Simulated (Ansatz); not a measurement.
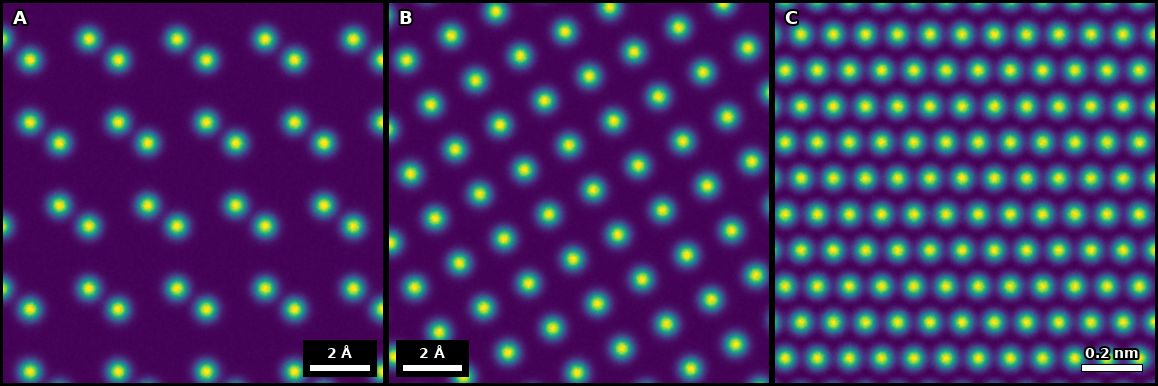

Three views of Co (Fd-3m, No. 227) along different zone axes. Simulated incoherent Z contrast: every atom adds Z^1.7 spread by a probe of 0.58 Å full width; channelling and multiple scattering are left out. Shot noise was added. Atomic positions: the end point of a relaxation with Ansatz 0.2.0, DFT, PBE, plane waves (420 eV) with PAW, scalar-relativistic; the starting structure was generated, so it need not be a known form of this composition.

```yaml
crystal:
  lattice:
    - [4.92526, 0.00000, 0.00000]
    - [0.00000, 4.92526, 0.00000]
    - [0.00000, 0.00000, 4.92526]
  atoms:
    - { symbol: Co, position: [0.75000, 0.75000, 0.75000] }
    - { symbol: Co, position: [0.00000, 0.50000, 0.00000] }
    - { symbol: Co, position: [0.75000, 0.25000, 0.25000] }
    - { symbol: Co, position: [0.00000, 0.00000, 0.50000] }
    - { symbol: Co, position: [0.25000, 0.75000, 0.25000] }
    - { symbol: Co, position: [0.50000, 0.50000, 0.50000] }
    - { symbol: Co, position: [0.25000, 0.25000, 0.75000] }
    - { symbol: Co, position: [0.50000, 0.00000, 0.00000] }
```

Match the panels to the zone axes [001], [110] and [210].

A is [110]: projected cell 3.02 × 3.02 Å, 109°, plane group c2mm. B is [001]: projected cell 1.74 × 1.74 Å, 90°, plane group p4mm. C is [210]: projected cell 1.10 × 1.35 Å, 114°, plane group c2mm.
